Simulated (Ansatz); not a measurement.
Single-point calculation, with input and output: CuO (part 2 of 2)

The same run, continued: CuO (C2/c, 4 atoms in the cell); DFT PBE+U, scalar-relativistic, plane waves, PAW, Ueff = 4 eV on Cu d, spin-polarised (Ansatz 0.2.0); cutoff 420 eV, 5×5×3 k-mesh, Gaussian smearing of 0.05 eV, collinear spins. The structure derives from an entry of the Crystallography Open Database.

Geometry of the input (Å; fractional positions):
```
2.3418  -1.7113  0.0000
2.3418  1.7113  0.0000
-0.8500  0.0000  5.0579
Cu 0.0000  0.5000  0.0000
Cu 0.5000  -0.0000  0.5000
O  0.5816  0.4184  0.2500
O  0.4184  0.5816  0.7500
```

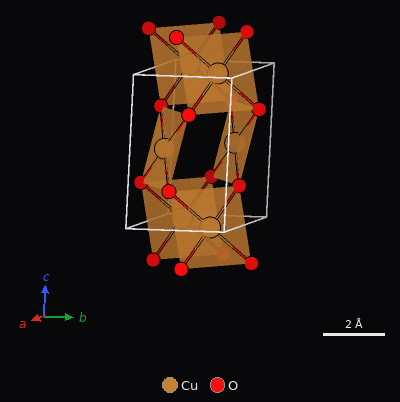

Figure 1. The structure as given in the input (polyhedral view of the cell 2 times as large as that of the calculation, set on its symmetry axes, seen slightly off an axis; polyhedra are completed across the faces of the cell).

## Output, continued
```
SCF iter  48: F=—  HF=-14380.617719 eV  |F-HF|=—  |Δ(HF+E_count)|=   1.94e-3  Δρ=1.30e-3 (↑1.03e-3 ↓1.30e-3)  dr2=1.03e-4  dr2_m=4.81e-4  M=0.688 μB ∫|m|=0.711 μB  β_m=0.11  ethr=1.02e-8  ⟨swp⟩=3.0  Hψ=3538  notcnv=0  defer=86
SCF iter  49: F=—  HF=-14380.617281 eV  |F-HF|=—  |Δ(HF+E_count)|=   4.38e-4  Δρ=1.55e-3 (↑1.25e-3 ↓1.55e-3)  dr2=1.43e-4  dr2_m=6.95e-4  M=0.670 μB ∫|m|=0.693 μB  β_m=0.04  ethr=1.02e-8  ⟨swp⟩=2.2  Hψ=2741  notcnv=0  defer=86
SCF iter  50: F=—  HF=-14380.618186 eV  |F-HF|=—  |Δ(HF+E_count)|=   9.05e-4  Δρ=1.42e-3 (↑1.15e-3 ↓1.42e-3)  dr2=1.04e-4  dr2_m=5.87e-4  M=0.716 μB ∫|m|=0.740 μB  β_m=0.13  ethr=1.02e-8  ⟨swp⟩=3.1  Hψ=3281  notcnv=0  defer=86
SCF iter  51: F=—  HF=-14380.616428 eV  |F-HF|=—  |Δ(HF+E_count)|=   1.76e-3  Δρ=2.18e-3 (↑1.72e-3 ↓2.18e-3)  dr2=2.80e-4  dr2_m=1.35e-3  M=0.648 μB ∫|m|=0.669 μB  β_m=0.10  ethr=1.02e-8  ⟨swp⟩=3.0  Hψ=3450  notcnv=0  defer=86  recentre
SCF iter  52: F=—  HF=-14380.617068 eV  |F-HF|=—  |Δ(HF+E_count)|=   6.40e-4  Δρ=1.77e-3 (↑1.41e-3 ↓1.77e-3)  dr2=1.80e-4  dr2_m=8.95e-4  M=0.664 μB ∫|m|=0.686 μB  β_m=0.09  ethr=1.02e-8  ⟨swp⟩=2.3  Hψ=2679  notcnv=0  defer=86
SCF iter  53: F=—  HF=-14380.617424 eV  |F-HF|=—  |Δ(HF+E_count)|=   3.57e-4  Δρ=1.48e-3 (↑1.17e-3 ↓1.48e-3)  dr2=1.08e-4  dr2_m=6.27e-4  M=0.675 μB ∫|m|=0.698 μB  β_m=0.07  ethr=1.02e-8  ⟨swp⟩=2.2  Hψ=2738  notcnv=0  defer=86
SCF iter  54: F=—  HF=-14380.617777 eV  |F-HF|=—  |Δ(HF+E_count)|=   3.52e-4  Δρ=1.33e-3 (↑1.04e-3 ↓1.33e-3)  dr2=8.83e-5  dr2_m=5.04e-4  M=0.691 μB ∫|m|=0.714 μB  β_m=0.03  ethr=1.02e-8  ⟨swp⟩=2.1  Hψ=2644  notcnv=0  defer=86
SCF iter  55: F=—  HF=-14380.618394 eV  |F-HF|=—  |Δ(HF+E_count)|=   6.17e-4  Δρ=1.52e-3 (↑1.18e-3 ↓1.52e-3)  dr2=1.09e-4  dr2_m=6.59e-4  M=0.729 μB ∫|m|=0.753 μB  β_m=0.06  ethr=1.02e-8  ⟨swp⟩=2.6  Hψ=2915  notcnv=0  defer=86
SCF iter  56: F=—  HF=-14380.617735 eV  |F-HF|=—  |Δ(HF+E_count)|=   6.58e-4  Δρ=1.35e-3 (↑1.06e-3 ↓1.35e-3)  dr2=9.03e-5  dr2_m=5.23e-4  M=0.688 μB ∫|m|=0.712 μB  β_m=0.28  ethr=1.02e-8  ⟨swp⟩=2.8  Hψ=3000  notcnv=0  defer=86
SCF iter  57: F=—  HF=-14380.618182 eV  |F-HF|=—  |Δ(HF+E_count)|=   4.47e-4  Δρ=1.43e-3 (↑1.15e-3 ↓1.43e-3)  dr2=9.73e-5  dr2_m=5.96e-4  M=0.715 μB ∫|m|=0.739 μB  β_m=0.09  ethr=1.02e-8  ⟨swp⟩=2.3  Hψ=2726  notcnv=0  defer=86
SCF iter  58: F=—  HF=-14380.618677 eV  |F-HF|=—  |Δ(HF+E_count)|=   4.95e-4  Δρ=1.80e-3 (↑1.43e-3 ↓1.80e-3)  dr2=1.59e-4  dr2_m=9.31e-4  M=0.746 μB ∫|m|=0.770 μB  β_m=0.06  ethr=1.02e-8  ⟨swp⟩=2.2  Hψ=2663  notcnv=0  defer=86
SCF iter  59: F=—  HF=-14380.618051 eV  |F-HF|=—  |Δ(HF+E_count)|=   6.26e-4  Δρ=1.39e-3 (↑1.12e-3 ↓1.39e-3)  dr2=8.14e-5  dr2_m=5.67e-4  M=0.707 μB ∫|m|=0.731 μB  β_m=0.09  ethr=1.02e-8  ⟨swp⟩=2.5  Hψ=2751  notcnv=0  defer=86
SCF iter  60: F=—  HF=-14380.620487 eV  |F-HF|=—  |Δ(HF+E_count)|=   2.44e-3  Δρ=2.92e-3 (↑2.25e-3 ↓2.92e-3)  dr2=5.03e-4  dr2_m=2.37e-3  M=0.831 μB ∫|m|=0.855 μB  β_m=0.16  ethr=1.02e-8  ⟨swp⟩=3.0  Hψ=3455  notcnv=0  defer=86  recentre
SCF iter  61: F=—  HF=-14380.618886 eV  |F-HF|=—  |Δ(HF+E_count)|=   1.60e-3  Δρ=1.90e-3 (↑1.52e-3 ↓1.90e-3)  dr2=1.77e-4  dr2_m=1.04e-3  M=0.758 μB ∫|m|=0.782 μB  β_m=0.07  ethr=1.02e-8  ⟨swp⟩=3.0  Hψ=3247  notcnv=0  defer=86
SCF iter  62: F=—  HF=-14380.618315 eV  |F-HF|=—  |Δ(HF+E_count)|=   5.70e-4  Δρ=1.32e-3 (↑1.15e-3 ↓1.32e-3)  dr2=5.05e-5  dr2_m=5.48e-4  M=0.724 μB ∫|m|=0.748 μB  β_m=0.16  ethr=1.02e-8  ⟨swp⟩=2.3  Hψ=2712  notcnv=0  defer=86
SCF iter  63: F=—  HF=-14380.616600 eV  |F-HF|=—  |Δ(HF+E_count)|=   1.72e-3  Δρ=2.12e-3 (↑1.70e-3 ↓2.12e-3)  dr2=2.25e-4  dr2_m=1.31e-3  M=0.652 μB ∫|m|=0.674 μB  β_m=0.21  ethr=1.02e-8  ⟨swp⟩=3.0  Hψ=3461  notcnv=0  defer=86  recentre
SCF iter  64: F=—  HF=-14380.619991 eV  |F-HF|=—  |Δ(HF+E_count)|=   3.39e-3  Δρ=2.61e-3 (↑2.03e-3 ↓2.61e-3)  dr2=3.80e-4  dr2_m=1.91e-3  M=0.811 μB ∫|m|=0.835 μB  β_m=0.12  ethr=1.02e-8  ⟨swp⟩=3.0  Hψ=3823  notcnv=0  defer=86
SCF iter  65: F=—  HF=-14380.620796 eV  |F-HF|=—  |Δ(HF+E_count)|=   8.05e-4  Δρ=3.08e-3 (↑2.38e-3 ↓3.08e-3)  dr2=5.46e-4  dr2_m=2.64e-3  M=0.842 μB ∫|m|=0.867 μB  β_m=0.01  ethr=1.02e-8  ⟨swp⟩=2.1  Hψ=2776  notcnv=0  defer=86
SCF iter  66: F=—  HF=-14380.622008 eV  |F-HF|=—  |Δ(HF+E_count)|=   1.21e-3  Δρ=3.59e-3 (↑2.73e-3 ↓3.59e-3)  dr2=8.74e-4  dr2_m=3.52e-3  M=0.883 μB ∫|m|=0.908 μB  β_m=0.03  ethr=1.02e-8  ⟨swp⟩=2.6  Hψ=2833  notcnv=0  defer=86
SCF iter  67: F=—  HF=-14380.627046 eV  |F-HF|=—  |Δ(HF+E_count)|=   5.04e-3  Δρ=4.42e-3 (↑3.43e-3 ↓4.42e-3)  dr2=2.43e-3  dr2_m=5.03e-3  M=1.004 μB ∫|m|=1.031 μB  β_m=0.05  ethr=1.02e-8  ⟨swp⟩=3.0  Hψ=3472  notcnv=0  defer=86
SCF iter  68: F=—  HF=-14380.621998 eV  |F-HF|=—  |Δ(HF+E_count)|=   5.05e-3  Δρ=3.55e-3 (↑2.72e-3 ↓3.55e-3)  dr2=8.42e-4  dr2_m=3.45e-3  M=0.883 μB ∫|m|=0.908 μB  β_m=0.00  ethr=1.02e-8  ⟨swp⟩=3.0  Hψ=3522  notcnv=0  defer=86
SCF iter  69: F=—  HF=-14380.625268 eV  |F-HF|=—  |Δ(HF+E_count)|=   3.27e-3  Δρ=4.27e-3 (↑3.31e-3 ↓4.27e-3)  dr2=1.69e-3  dr2_m=4.89e-3  M=0.964 μB ∫|m|=0.991 μB  β_m=0.01  ethr=1.02e-8  ⟨swp⟩=3.1  Hψ=3428  notcnv=0  defer=86
SCF iter  70: F=—  HF=-14380.632494 eV  |F-HF|=—  |Δ(HF+E_count)|=   7.23e-3  Δρ=4.59e-3 (↑4.50e-3 ↓4.59e-3)  dr2=5.53e-3  dr2_m=5.63e-3  M=1.128 μB ∫|m|=1.157 μB  β_m=0.00  ethr=1.02e-8  ⟨swp⟩=3.0  Hψ=3760  notcnv=0  defer=86
SCF iter  71: F=—  HF=-14380.626580 eV  |F-HF|=—  |Δ(HF+E_count)|=   5.91e-3  Δρ=4.79e-3 (↑3.95e-3 ↓4.79e-3)  dr2=3.57e-3  dr2_m=6.01e-3  M=0.998 μB ∫|m|=1.025 μB  ethr=1.02e-8  ⟨swp⟩=5.1  Hψ=7333  notcnv=0
Mixer restart at iter 71: flushing history
iteration 71: the SCF's residuals had fallen too slowly under its mixing. It goes on by minimising its free energy, and can end on another state than longer mixing would; under `scf.algorithm: density_mixing` no SCF does so, but by `scf.convergence.dm_fallback`
SCF iter  72: F=—  HF=-14380.703206 eV  |F-HF|=—  |Δ(HF+E_count)|=   7.66e-2  Δρ=7.63e-3 (↑7.63e-3 ↓5.72e-3)  dr2=3.64e-2  dr2_m=1.90e-3  M=1.839 μB ∫|m|=1.892 μB  ethr=1.02e-8  ⟨swp⟩=4.3  Hψ=10787  notcnv=0
SCF iter  73: F=—  HF=-14380.696831 eV  |F-HF|=—  |Δ(HF+E_count)|=   6.38e-3  Δρ=2.01e-3 (↑8.24e-4 ↓2.01e-3)  dr2=1.20e-3  dr2_m=3.77e-4  M=1.867 μB ∫|m|=1.930 μB  ethr=1.02e-8  ⟨swp⟩=4.0  Hψ=7168  notcnv=0
SCF iter  74: F=—  HF=-14380.696389 eV  |F-HF|=—  |Δ(HF+E_count)|=   4.41e-4  Δρ=4.54e-5 (↑3.94e-5 ↓4.54e-5)  dr2=1.42e-6  dr2_m=1.50e-7  M=1.867 μB ∫|m|=1.933 μB  ethr=1.02e-8  ⟨swp⟩=3.9  Hψ=5709  notcnv=0
SCF iter  75: F=—  HF=-14380.696389 eV  |F-HF|=—  |Δ(HF+E_count)|=   2.50e-7  Δρ=1.29e-5 (↑1.29e-5 ↓8.77e-6)  dr2=8.79e-8  dr2_m=2.93e-9  M=1.867 μB ∫|m|=1.932 μB  ethr=2.00e-10  ⟨swp⟩=3.7  Hψ=6001  notcnv=0
SCF iter  76: F=-14380.696389 eV  HF=-14380.696389 eV  |F-HF|=2.12e-9  |Δ(HF+E_count)|=   3.08e-8  Δρ=1.78e-6 (↑1.18e-6 ↓1.78e-6)  dr2=2.22e-9  dr2_m=1.03e-10  M=1.867 μB ∫|m|=1.932 μB  ethr=1.76e-10  ⟨swp⟩=2.0  Hψ=4576  notcnv=0
SCF iter  77: F=-14380.696389 eV  HF=-14380.696389 eV  |F-HF|=2.12e-9  |Δ(HF+E_count)|=  3.64e-12  Δρ=1.78e-6 (↑1.18e-6 ↓1.78e-6)  dr2=2.22e-9  dr2_m=1.03e-10  M=1.867 μB ∫|m|=1.932 μB  ethr=4.44e-12  ⟨swp⟩=1.0  Hψ=4469  notcnv=0
SCF 1 converged in 77 iterations: F = -14380.696389 eV  dr2 = 2.22e-9
  greatest PAW one-centre occupation: 1.000 electrons in one spin orbital (limit 2), on the Cu atom at site 1 (counted from 0), in its partial waves of l = 0
```

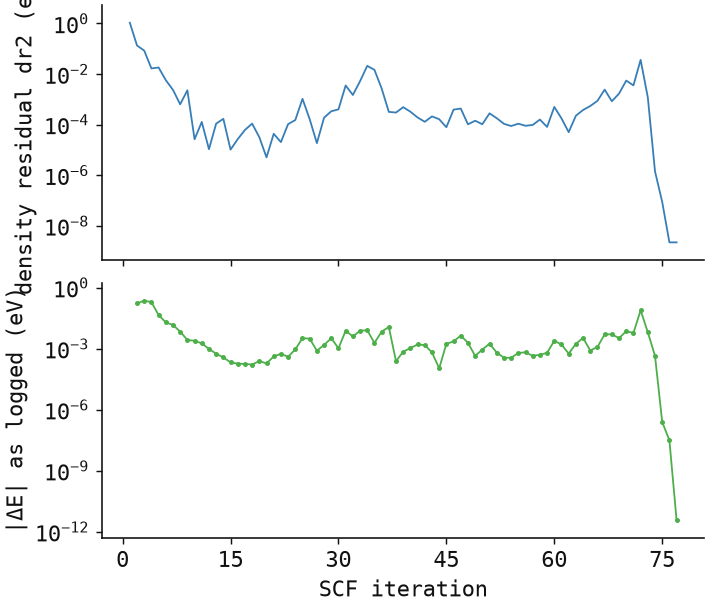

Figure 2. Convergence of the self-consistent field: density residual dr2 and size of the energy change against the SCF iteration. The residual falls unevenly and jumps up by a factor of two or more 20 times on the way down.

```
SCF converged after 77 iterations
Magnetization: 1.8670 μB (25.9335 up, 24.0665 down)
Absolute magnetization: 1.9118 μB (∫|ρ↑−ρ↓|, with the PAW one-centre terms)
Spin contamination: 0.0067 ħ² per cell (⟨S²⟩ above its minimum at these occupations)
Per-site moments (μB) at R_I (Å): [(0.5933103457869878, 0.8046942075175305), (0.5933103457869879, 0.8046942075175305), (0.31121500502741445, 0.8046942075175305), (0.3112150050274145, 0.8046942075175305)]
Free energy (F): -14380.696389 eV
Harris-Foulkes:  -14380.696389 eV  (|F-HF|=2.12e-9)
Internal energy: -14380.695792 eV  (E = F + TS)
E sigma→0 (E₀):  -14380.696091 eV
Entropy (-TS):   -0.000597 eV (-0.149 meV/atom)
Fermi energy:    11.886151 eV
--- Per-component energies (eV) ---
  E_band       = -892.014814
  E_kinetic    = 943.419304
  E_local      = -9657.713126  (includes V_loc(G=0)·N_el)
  E_nonlocal   = 877.553843
  E_hartree    = 4181.435215
  E_xc         = -323.874800
  E_vxc        = -415.773774  (∫ρ·V_xc dr)
  E_hubbard    = 1.308146  (on-site DFT+U / exact-exchange correction)
  E_vhub       = -34.895225  (the Hubbard potential's part of the band-sum identity)
  E_paw        = -3638.502092  (= ΣΔE_a)
  E_vpaw       = -967.481883  (= ΣTr[D̂ρ^β])
  E_aug_tail   = 0.005649  (compensation charges beyond the density's cutoff)
  E_ewald      = -6764.327933
  E_smearing   = -0.000597  (= −TS)
  E_closure    = 0.000000  (closes the sum)
  Σ components = -14380.696389   (vs F -14380.696389, Δ=0.00e0)
--- Forces (eV/Å), atoms counted from 1 ---
  atom   1  Cu     0.00000000     0.00000000    -0.00000000
  atom   2  Cu     0.00000000     0.00000000     0.00000000
  atom   3  O      0.00000000     0.08079222    -0.00000000
  atom   4  O     -0.00000000    -0.08079222     0.00000000
  max |Σ_I F_I| component: 1.26e-29 eV/Å
--- Stress (GPa, compression-positive) ---
        7.560881       0.000000       0.166448
        0.000000       8.666292       0.000000
        0.166452       0.000000       8.886138
  P = ⅓ Tr σ = 8.3711 GPa (83.711 kbar)
--- Band table (eV; the first three rows and the last of 48) ---
  k-point 0 ↑: bands = ["-100.9135", "-100.9129", "-58.6207", "-58.6172", "-58.5649", "-58.5601", "-57.6251", "-57.6247", "-7.8027", "-6.4318", "3.4654", "4.8758", "5.2552", "6.7216", "6.9049", "7.0446", "7.3322", "7.4980", "7.6763", "7.7967", "8.7857", "9.0702", "9.0900", "9.4911", "11.3868", "12.0149", "13.6231", "18.2309", "20.2545", "25.5386", "27.8542", "28.5641"]
  k-point 1 ↑: bands = ["-100.9130", "-100.9128", "-58.6198", "-58.6180", "-58.5638", "-58.5614", "-57.6250", "-57.6248", "-7.5064", "-6.8295", "4.3852", "5.0495", "5.2602", "6.1468", "6.7153", "6.7671", "7.3937", "7.4161", "7.5673", "7.6857", "8.5697", "8.6331", "9.5844", "9.7070", "11.2442", "11.6146", "14.9613", "16.9151", "22.2436", "25.3288", "26.3795", "26.9435"]
  k-point 2 ↑: bands = ["-100.9128", "-100.9127", "-58.6222", "-58.6183", "-58.5657", "-58.5615", "-57.6283", "-57.6248", "-7.5548", "-6.4131", "3.8573", "4.9538", "5.2915", "6.1650", "6.7874", "7.0529", "7.0934", "7.4251", "7.5861", "7.7601", "8.4603", "8.7721", "9.4287", "9.5080", "10.9651", "11.7219", "15.0982", "19.3479", "19.7329", "23.0376", "26.1304", "27.1939"]
  k-point 23 ↓: bands = ["-100.1145", "-100.1141", "-57.6037", "-57.6019", "-57.5859", "-57.5838", "-57.3236", "-57.3224", "-5.9262", "-5.6801", "5.1697", "5.7546", "6.0884", "6.3669", "6.8107", "7.2442", "7.8687", "8.0130", "8.2515", "8.5376", "9.2026", "9.3027", "9.6453", "10.0404", "12.1132", "13.2159", "17.4142", "18.5614", "20.7950", "21.9771", "23.8281", "25.6353"]
Occupation matrices written to [file]
--- Löwdin populations: 4 sites ---
  site symbol       q [e]    m [muB]
     0     Cu     17.9485     0.5278
     1     Cu     17.9485     0.5278
     2      O      6.9381     0.3997
     3      O      6.9381     0.3997
  spilling = 0.004534 (of n_electrons = 50.000000)
--- Occupation matrices: 2 shells (run DFT+U table (all-electron-ortho-atomic); ε = 7.16e-3) ---
  Cu0 d_3D: site group Ci (-1)
  Cu0 d_3D up     Tr n = 4.9609  λ = 0.981 0.985 0.998 0.998 0.999  [2× xy 0.37 Ag(1.00) | 3× z2 0.30 Ag(1.00)]
  Cu0 d_3D dn     Tr n = 4.4170  λ = 0.458 0.975 0.993 0.995 0.995  [xz 0.61 Ag(1.00) | xy 0.71 Ag(1.00) | 3× z2 0.30 Ag(1.00)]
  Cu1 d_3D: site group Ci (-1)
  Cu1 d_3D up     Tr n = 4.9609  λ = 0.981 0.985 0.998 0.998 0.999  [2× xy 0.37 Ag(1.00) | 3× z2 0.30 Ag(1.00)]
  Cu1 d_3D dn     Tr n = 4.4170  λ = 0.458 0.975 0.993 0.995 0.995  [xz 0.61 Ag(1.00) | xy 0.71 Ag(1.00) | 3× z2 0.30 Ag(1.00)]
  Tr n, λ and their labels are of the run-group-symmetrised matrices; stabiliser: 4 of 8 elements of G0×{1,Θ} (closed), max defect 3.9e-15 at τ = 1.5e-3
```

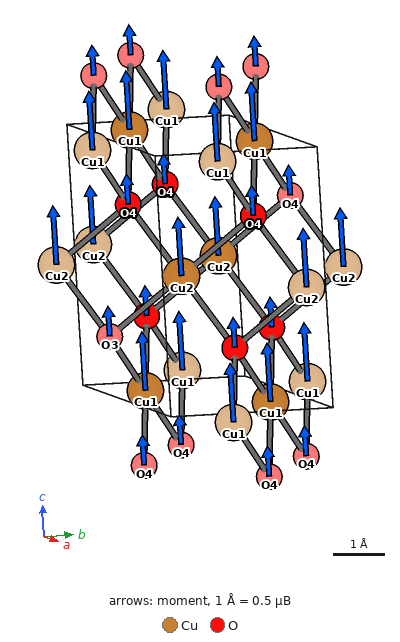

Figure 3. Magnetic moments of the sites as blue arrows (ball-and-stick view of the cell 2 times as large as that of the calculation, set on its symmetry axes, seen slightly off an axis; neighbours outside the cell are drawn fainter; atoms are numbered from 1 in the order of the input); small moments hardly show. The run is collinear, so the axis drawn is arbitrary. Site moments: Cu1, Cu2 (0.59 μB); O3, O4 (0.31 μB). They are counted near the atoms and needn't add up to the moment of the cell.

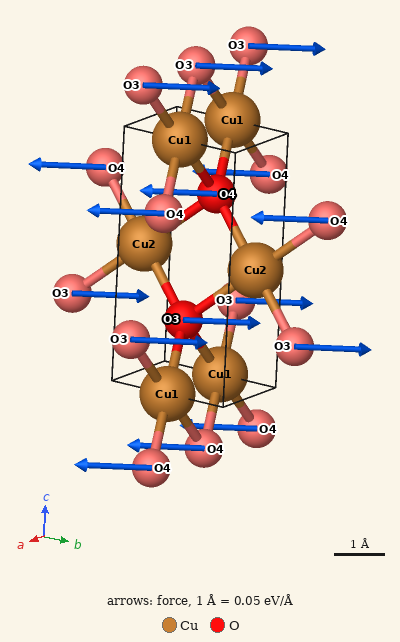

Figure 4. Forces on the atoms as blue arrows (ball-and-stick view of the cell of the calculation, seen slightly off an axis; neighbours outside the cell are drawn fainter; atoms are numbered from 1 in the order of the input). The largest act on O3, O4 (0.08 eV/Å). The geometry is not a stationary point of this energy.
